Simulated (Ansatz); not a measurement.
## Electronic structure of SnO2 in real space

```
Sn O
1.0
    -3.23825    3.41349    3.41352
     3.23825   -3.41349    3.41352
     3.23825    3.41349   -3.41352
Sn O
4 8
Direct
  0.00000 0.25000 0.75000
  0.00000 0.75000 0.25000
  0.50000 0.50000 0.50000
  0.50000 0.00000 0.00000
  0.19342 0.19342 0.50000
  0.69342 0.75000 0.94342
  0.19342 0.69342 0.00000
  0.30658 0.75000 0.55658
  0.69342 0.25000 0.44342
  0.30658 0.25000 0.05658
  0.80658 0.30658 0.00000
  0.80658 0.80658 0.50000
```

Space group P4₂/mnm; a structure from a database of computed crystals, not necessarily the ambient phase.

These are results of DFT PBE, scalar-relativistic, plane waves, PAW (Ansatz 0.2.0), not measurements.

The density is the valence pseudo-density of a PAW calculation; it isn't the true density close to the nuclei.

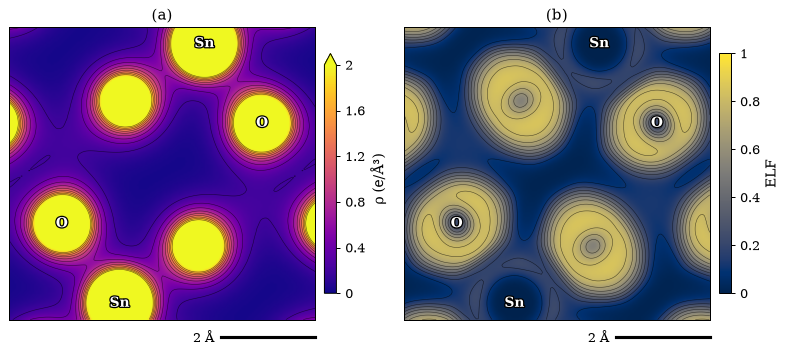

Figure 1. (a) valence pseudo-density; (b) electron localisation function on the (101̄) plane of the calculation cell.

**Interpret the plot.**

The plane passes through Sn and O nuclei.
Atoms just off the plane (O, 0.3 Å away) can leave unmarked features too.
Sn–O (2.09 Å): ρ at the midpoint is about 0.61 e/Å³; the ELF peaks at about 0.80 in the valence shell of O, 0.6 Å from its nucleus, and is about 0.25 at the midpoint (no shared electron pair shows on this line).
Between the atoms the lowest density in this plane is 0.03 e/Å³.
The ELF also peaks beside O, away from the bonds: lone-pair regions.

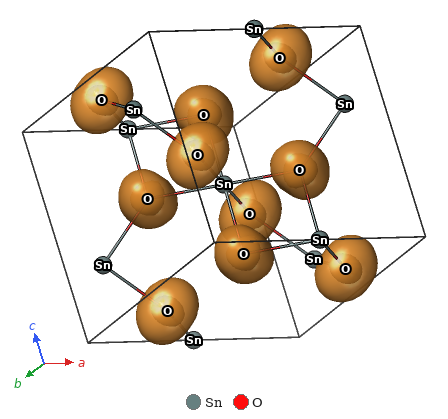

Figure 2. Isosurface of the ELF at 0.75 (orange), seen at an oblique angle. Core shells and regions of very low density are left out. Sticks mark near contacts.

**Describe the localisation domains.**

The ELF exceeds this value in eight regions wrapped around O (the valence shell of each), counted in one cell of 12 atoms. Any copies at cell faces, edges or corners count once.

**Does the calculation give a band gap?**

It is gapped, with a Kohn–Sham gap of 0.68 eV on the k-point mesh, an upper bound to the gap of this method.
